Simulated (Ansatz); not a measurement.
**Si7Ni4: density, localisation and related maps**

The calculation's input:

```
crystal:
  lattice:
    - [5.431, 0.0, 0.0]
    - [0.0, 5.431, 0.0]
    - [0.0, 0.0, 5.431]
  atoms:
    - { symbol: Ni, position: [0.0, 0.0, 0.0] }
    - { symbol: Ni, position: [0.0, 0.5, 0.5] }
    - { symbol: Ni, position: [0.5, 0.0, 0.5] }
    - { symbol: Ni, position: [0.5, 0.5, 0.0] }
    - { symbol: Si, position: [0.75, 0.75, 0.75] }
    - { symbol: Si, position: [0.25, 0.75, 0.75] }
    - { symbol: Si, position: [0.75, 0.25, 0.25] }
    - { symbol: Si, position: [0.75, 0.25, 0.75] }
    - { symbol: Si, position: [0.25, 0.75, 0.25] }
    - { symbol: Si, position: [0.75, 0.75, 0.25] }
    - { symbol: Si, position: [0.25, 0.25, 0.75] }
scf:
  occupations: { method: methfessel_paxton, width: 0.1 }
output:
  forces: true
  stress: true
  eigenvalues: true
  write_density: true
  write_potential: true
  elf: true
  volumetric_format: npy
kpoints:
  mp_grid: { grid: [8, 8, 8] }
hamiltonian:
  xc: pbe
relax:
  f_tol: 0.01
  adjacent_minimum: "off"
  cell: { stress_tol: 0.05, fix: [shape] }
```

Run with:

```sh
ansatz run input.yaml --threads 8 --pin off --max-ram 16384MiB --backend cpu --events-out ev --progress --plain --runs-dir out
```

Below, planes, directions and counts refer to the conventional cell (a = 5.37 Å, b = 5.37 Å, c = 5.37 Å, α = 90.00°, β = 90.00°, γ = 90.00°).

The fields are those of the relaxed geometry.

Space group P-43m; a generated structure, not necessarily the stable one; computed without spin polarisation.

Method: Ansatz, DFT PBE, scalar-relativistic, plane waves, PAW.

Core electrons are frozen (PAW), and the valence fields are smoothed inside the atomic spheres.

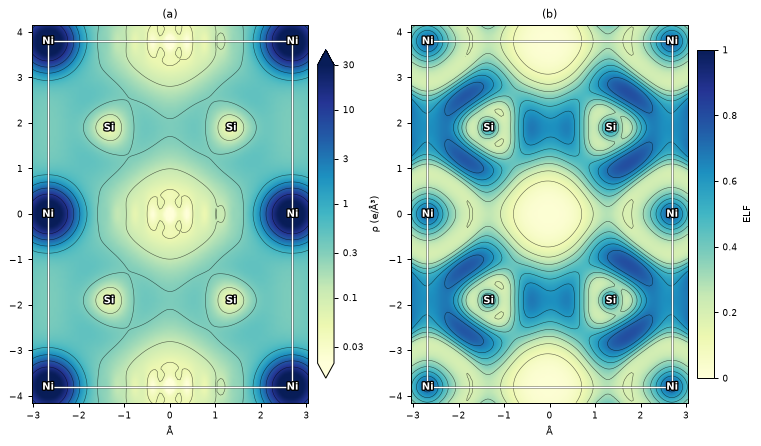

Figure 1. (a) valence charge density (pseudo); (b) ELF on the (011̄) plane of the conventional cell.

Q: Read the bonding off the picture.

A: The plane passes through Ni and Si nuclei. Si–Ni (2.33 Å): ρ is about 0.48 e/Å³ halfway; the ELF peaks at about 0.75 in the valence shell of Si, 0.9 Å from its nucleus, and is about 0.55 at the midpoint. The density dies away to nearly zero in the voids. The features right at Ni lie inside the PAW spheres, where the map follows smoothed inner orbitals and isn't to be read closely.

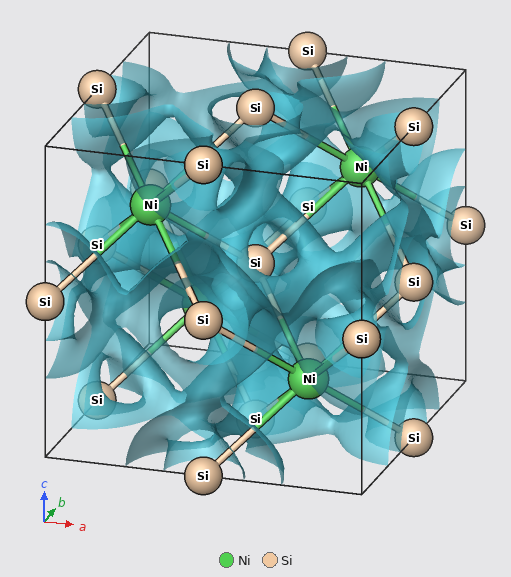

Figure 2. Isosurface of the ELF at 0.6 (cyan), seen at an oblique angle. Core shells and regions of very low density are left out. Sticks mark near contacts.

Q: Identify the bonds, lone pairs and shells in this picture.

A: The surface consists of one network that runs through the whole crystal, counted in one cell of 11 atoms. Any copies at cell faces, edges or corners count once. Profiles from the grid: Si–Ni (2.32 Å): the ELF peaks at about 0.75 in the valence shell of Si, 0.9 Å from its nucleus, and is about 0.50 at the midpoint.

Q: Does the calculation give a band gap?

A: It is gapless in this calculation (a metal or semimetal).
